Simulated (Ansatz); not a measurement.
# Single-point calculation, with input and output: LiNbO₃ (part 1 of 2)

The run: single-point calculation of LiNbO₃ (40 atoms in the cell). Method and program: DFT PBE, scalar-relativistic, plane waves, PAW, no spin polarisation (Ansatz 0.2.0).

The structure derives from an entry of the Crystallography Open Database.

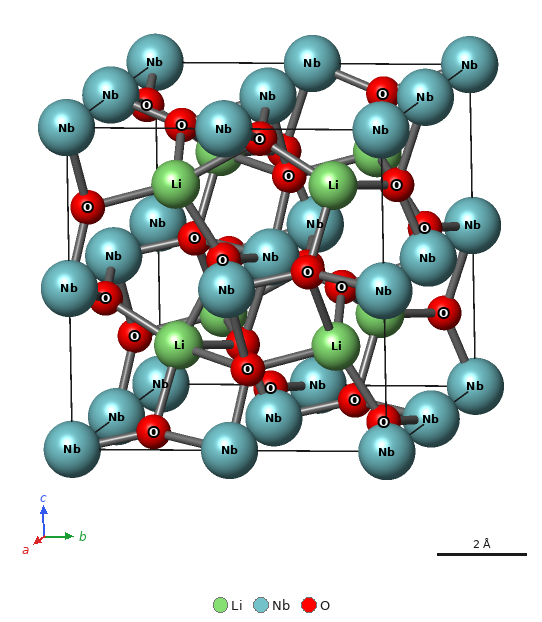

Figure 1. The structure (ball-and-stick view of the cell of the calculation, seen slightly off an axis). An atom can appear more than once, as a periodic image. Near neighbours in the periodic cell (some may lie outside the picture): Li has 6 O at 2.07 to 2.24 Å; Nb has 6 O at 1.88 to 2.13 Å; O has 2 Li at 2.07 to 2.24 Å and 2 Nb at 1.88 to 2.13 Å.

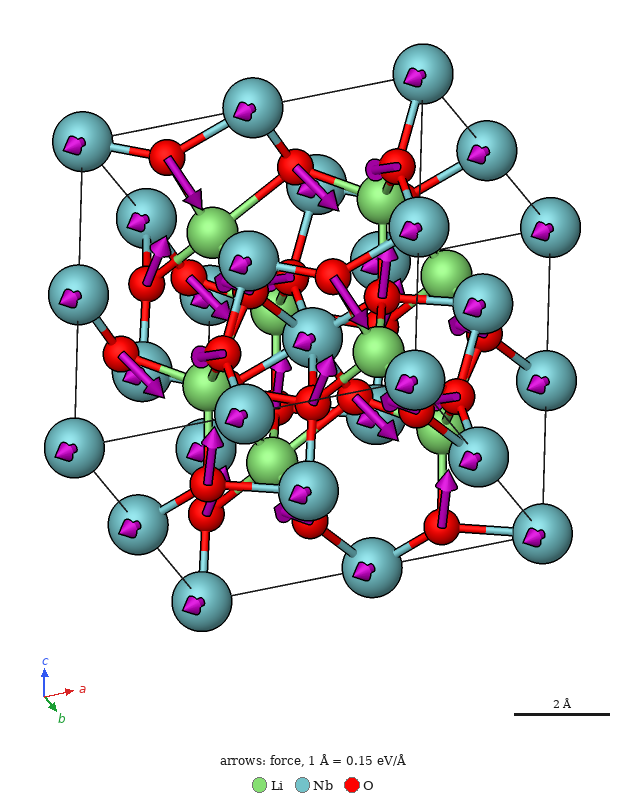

Figure 2. Forces on the atoms as pink arrows (ball-and-stick view of the cell of the calculation, seen at an oblique angle); the smallest are left out. The largest act on all 24 O atoms (0.20 eV/Å); all 8 Nb atoms (0.09 eV/Å). Atoms are counted from 1 in the order of the input and aren't labelled in the picture. The geometry is not a stationary point of this energy.

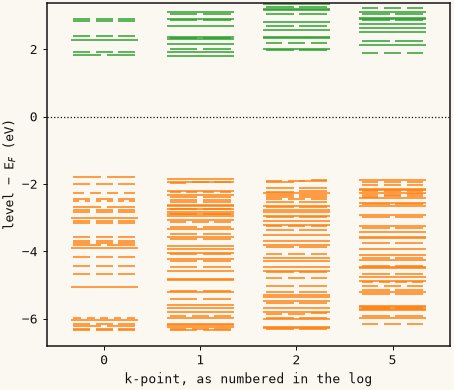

Figure 3. Kohn–Sham levels near the Fermi level (dotted) at the few k-points that the log prints; levels within 0.02 eV of each other stand side by side. Among these points the highest filled and lowest empty levels are 3.62 eV apart, which is the gap on the mesh.

The input that produced these results follows, with the program's output.

Input
```yaml
crystal:
  lattice:
    - [-5.1516, -2.974278, 4.623]
    - [5.1516, -2.974278, 4.623]
    - [0.0, 5.948555, 4.623]
  atoms:
    - { symbol: Li, position: [0.2815, 0.2815, 0.2815] }
    - { symbol: Li, position: [0.7815, 0.7815, 0.2815] }
    - { symbol: Li, position: [0.7815, 0.2815, 0.7815] }
    - { symbol: Li, position: [0.2815, 0.7815, 0.7815] }
    - { symbol: Li, position: [0.7815, 0.2815, 0.2815] }
    - { symbol: Li, position: [0.2815, 0.7815, 0.2815] }
    - { symbol: Li, position: [0.2815, 0.2815, 0.7815] }
    - { symbol: Li, position: [0.7815, 0.7815, 0.7815] }
    - { symbol: Nb, position: [5.5e-05, 5.5e-05, 5.5e-05] }
    - { symbol: Nb, position: [0.500055, 0.500055, 5.5e-05] }
    - { symbol: Nb, position: [0.500055, 5.5e-05, 0.500055] }
    - { symbol: Nb, position: [5.5e-05, 0.500055, 0.500055] }
    - { symbol: Nb, position: [0.500055, 5.5e-05, 5.5e-05] }
    - { symbol: Nb, position: [5.5e-05, 0.500055, 5.5e-05] }
    - { symbol: Nb, position: [5.5e-05, 5.5e-05, 0.500055] }
    - { symbol: Nb, position: [0.500055, 0.500055, 0.500055] }
    - { symbol: O, position: [0.538975, 0.41595, 0.235335] }
    - { symbol: O, position: [0.038975, 0.91595, 0.235335] }
    - { symbol: O, position: [0.038975, 0.41595, 0.735335] }
    - { symbol: O, position: [0.538975, 0.91595, 0.735335] }
    - { symbol: O, position: [0.735335, 0.038975, 0.41595] }
    - { symbol: O, position: [0.235335, 0.538975, 0.41595] }
    - { symbol: O, position: [0.235335, 0.038975, 0.91595] }
    - { symbol: O, position: [0.735335, 0.538975, 0.91595] }
    - { symbol: O, position: [0.91595, 0.235335, 0.038975] }
    - { symbol: O, position: [0.41595, 0.735335, 0.038975] }
    - { symbol: O, position: [0.41595, 0.235335, 0.538975] }
    - { symbol: O, position: [0.91595, 0.735335, 0.538975] }
    - { symbol: O, position: [0.235335, 0.41595, 0.038975] }
    - { symbol: O, position: [0.735335, 0.91595, 0.038975] }
    - { symbol: O, position: [0.735335, 0.41595, 0.538975] }
    - { symbol: O, position: [0.235335, 0.91595, 0.538975] }
    - { symbol: O, position: [0.41595, 0.038975, 0.235335] }
    - { symbol: O, position: [0.91595, 0.538975, 0.235335] }
    - { symbol: O, position: [0.91595, 0.038975, 0.735335] }
    - { symbol: O, position: [0.41595, 0.538975, 0.735335] }
    - { symbol: O, position: [0.038975, 0.235335, 0.41595] }
    - { symbol: O, position: [0.538975, 0.735335, 0.41595] }
    - { symbol: O, position: [0.538975, 0.235335, 0.91595] }
    - { symbol: O, position: [0.038975, 0.735335, 0.91595] }
basis:
  ecutwfc: 420
  fft_grid_basis: typed
kpoints:
  mp_grid: { grid: [3, 3, 3] }
hamiltonian:
  xc: pbe
  pseudopotentials: { kind: paw }
scf:
  occupations: { method: gaussian, width: 0.05 }
output:
  forces: true
  stress: false
  eigenvalues: true
  bader: false
  write_density: true
  volumetric_format: npy
```

Command:
```bash
ansatz run input.yaml --threads 4 --pin off --max-ram 10240MiB --backend cpu --events-out ev --progress --plain --runs-dir out
```

Output
```
Engine: ansatz 0.2.0, aarch64-unknown-linux-gnu
Pseudopotentials: kind: paw
Pseudopotential: Li, paw, valence charge 3, recommended cutoff 420 eV (normal), Li.paw.azcp
Pseudopotential: Nb, paw, valence charge 13, recommended cutoff 420 eV (normal), Nb.paw.azcp
Pseudopotential: O, paw, valence charge 6, recommended cutoff 420 eV (normal), O.paw.azcp
Functional definition: PBE
  parameter kappa = 0.804
  parameter beta = 0.06672455060314922
  exchange = pbe_x(kappa = kappa, mu = beta*pi^2/3)
  correlation = pbe_c(beta = beta)
Crystal: 40 atoms, lattice volume = 425.010 Å³
Basis set: ecut = 420 eV, 8319 PW (Γ), exchange–correlation on 108×108×108 points (8 copies of the dense FFT grid, shifted against one another)
Bands: 176, of which v1, the nominal top of the filled ones, is band 136 counted from 1 (135 counted from 0)
Symmetry: 24 space group operations
Space group: R3c (ITA 161), of the structure as read, at distance tolerance 7.5e-5 Å
k-points: 6 of 27 (time reversal used)
Non-local potential: Li, projectors of the file, l = 0: 3, l = 1: 2, l = 2: 1
Non-local potential: Nb, projectors of the file, l = 0: 3, l = 1: 2, l = 2: 2, l = 3: 1
Non-local potential: O, projectors of the file, l = 0: 2, l = 1: 2, l = 2: 1
PAW form: soft (Blöchl's): semilocal exchange-correlation on the pseudo side does not see the compensation charge
PAW one-centre angular grid: Li, 110 points (default); XC on 64 Gauss nodes
PAW one-centre angular grid: Nb, 590 points (default); XC on 64 Gauss nodes
PAW one-centre angular grid: O, 110 points (default); XC on 64 Gauss nodes
Initial density: superposition of atomic densities (neutral atoms: chi_scale 0, normalization atom), corrected by the library's trained network
Initial wavefunctions: pseudopotential atomic-orbital guess
Functional: x = pbe(κ = 0.804, μ = 0.2195149727645171), c = pbe(β = 0.06672455060314922)
SCF iter   1: F=—  HF=-51717.766970 eV  |F-HF|=—  |Δ(HF+E_count)|=         —  Δρ=1.58e-3  dr2=3.66e-3  ethr=1.77e-3  ⟨swp⟩=6.2  Hψ=4181  notcnv=0  defer=15
preconditioner: auto → Resta (q_TF=auto, 2.533 Å⁻¹)  ε∞=5.5  [insulator: Δε(μ)=3.609 eV  Ē_g=11.713 eV  σ=0.050 eV  W_gap=1.00  n_scr=110 (ndim 8)  ℏωp=25.0 eV  f_vac=0.019  D(μ)=0.00/eV (n_scr^D=0)  ε∞_Penn≈5.5]
SCF iter   2: F=—  HF=-51717.772564 eV  |F-HF|=—  |Δ(HF+E_count)|=   5.59e-3  Δρ=8.59e-4  dr2=1.04e-3  ethr=1.35e-6  ⟨swp⟩=2.0  Hψ=1842  notcnv=0  defer=54
SCF iter   3: F=—  HF=-51717.775127 eV  |F-HF|=—  |Δ(HF+E_count)|=   2.56e-3  Δρ=3.79e-4  dr2=3.83e-4  ethr=3.81e-7  ⟨swp⟩=2.0  Hψ=1493  notcnv=0
automatic band count: iteration 3 solves 158 bands in place of 176: the levels show a gap, and the empty bands left out lie too high to hold charge; the band table lists the bands solved (type scf.n_extra_bands for more)
SCF iter   4: F=—  HF=-51717.775446 eV  |F-HF|=—  |Δ(HF+E_count)|=   3.19e-4  Δρ=6.84e-5  dr2=2.26e-5  ethr=1.41e-7  ⟨swp⟩=2.0  Hψ=1410  notcnv=0
SCF iter   5: F=—  HF=-51717.773975 eV  |F-HF|=—  |Δ(HF+E_count)|=   1.47e-3  Δρ=2.44e-5  dr2=3.11e-6  ethr=8.30e-9  ⟨swp⟩=2.0  Hψ=1319  notcnv=0
SCF iter   6: F=—  HF=-51717.773978 eV  |F-HF|=—  |Δ(HF+E_count)|=   3.08e-6  Δρ=8.10e-6  dr2=3.22e-7  ethr=1.14e-9  ⟨swp⟩=2.0  Hψ=1294  notcnv=0
SCF iter   7: F=-51717.773979 eV  HF=-51717.773979 eV  |F-HF|=2.05e-8  |Δ(HF+E_count)|=   3.96e-7  Δρ=1.62e-6  dr2=9.88e-9  ethr=3.68e-11  ⟨swp⟩=7.0  Hψ=3455  notcnv=0
SCF 1 converged in 7 iterations: F = -51717.773979 eV  dr2 = 9.88e-9
  greatest PAW one-centre occupation: 1.000 electrons in one spin orbital (limit 2), on the Li atom at site 7 (counted from 0), in its partial waves of l = 0
SCF converged after 7 iterations
Free energy (F): -51717.773979 eV
Harris-Foulkes:  -51717.773979 eV  (|F-HF|=2.05e-8)
Internal energy: -51717.773979 eV  (E = F + TS)
E sigma→0 (E₀):  -51717.773979 eV
Fermi energy:    9.060333 eV
--- Per-component energies (eV) ---
  E_band       = -2090.833620
  E_kinetic    = 7553.387228
  E_local      = -17180.009057  (includes V_loc(G=0)·N_el)
  E_nonlocal   = 1801.130491
  E_hartree    = 5814.392346
  E_xc         = -3273.783623
  E_vxc        = -4089.256285  (∫ρ·V_xc dr)
  E_paw        = -28537.293125  (= ΣΔE_a)
  E_vpaw       = -1804.930472  (= ΣTr[D̂ρ^β])
  E_aug_tail   = 0.059043  (compensation charges beyond the density's cutoff)
  E_ewald      = -17895.657281
  E_smearing   = -0.000000  (= −TS)
  E_closure    = 0.000000  (closes the sum)
  Σ components = -51717.773979   (vs F -51717.773979, Δ=0.00e0)
--- Forces (eV/Å), atoms counted from 1 ---
  atom   1  Li    -0.00000000    -0.00000000     0.00477205
  atom   2  Li     0.00000000    -0.00000000     0.00477205
  atom   3  Li    -0.00000000    -0.00000000     0.00477205
  atom   4  Li    -0.00000000    -0.00000000     0.00477205
  atom   5  Li     0.00000000    -0.00000000     0.00477205
  atom   6  Li    -0.00000000    -0.00000000     0.00477205
  atom   7  Li    -0.00000000    -0.00000000     0.00477205
  atom   8  Li     0.00000000    -0.00000000     0.00477205
  atom   9  Nb    -0.00000000     0.00000000    -0.08859793
  atom  10  Nb    -0.00000000     0.00000000    -0.08859793
  atom  11  Nb    -0.00000000     0.00000000    -0.08859793
  atom  12  Nb    -0.00000000     0.00000000    -0.08859793
  atom  13  Nb    -0.00000000     0.00000000    -0.08859793
  atom  14  Nb    -0.00000000     0.00000000    -0.08859793
  atom  15  Nb    -0.00000000     0.00000000    -0.08859793
  atom  16  Nb    -0.00000000     0.00000000    -0.08859793
  atom  17  O     -0.18825890     0.07368098     0.02794457
  atom  18  O     -0.18825890     0.07368098     0.02794457
  atom  19  O     -0.18825890     0.07368098     0.02794457
  atom  20  O     -0.18825890     0.07368098     0.02794457
  atom  21  O      0.03031985    -0.19987748     0.02794456
  atom  22  O      0.03031985    -0.19987748     0.02794456
  atom  23  O      0.03031985    -0.19987748     0.02794456
  atom  24  O      0.03031985    -0.19987748     0.02794456
  atom  25  O      0.15793905     0.12619650     0.02794457
  atom  26  O      0.15793905     0.12619650     0.02794457
  atom  27  O      0.15793905     0.12619650     0.02794457
  atom  28  O      0.15793905     0.12619650     0.02794457
  atom  29  O     -0.15793905     0.12619650     0.02794457
  atom  30  O     -0.15793905     0.12619650     0.02794457
  atom  31  O     -0.15793905     0.12619650     0.02794457
  atom  32  O     -0.15793905     0.12619650     0.02794457
  atom  33  O      0.18825890     0.07368098     0.02794457
  atom  34  O      0.18825890     0.07368098     0.02794457
  atom  35  O      0.18825890     0.07368098     0.02794457
  atom  36  O      0.18825890     0.07368098     0.02794457
  atom  37  O     -0.03031985    -0.19987748     0.02794456
  atom  38  O     -0.03031985    -0.19987748     0.02794456
  atom  39  O     -0.03031985    -0.19987748     0.02794456
  atom  40  O     -0.03031985    -0.19987748     0.02794456
  max |Σ_I F_I| component: 6.26e-5 eV/Å
--- Band table (eV; the first three rows and the last of 6) ---
```
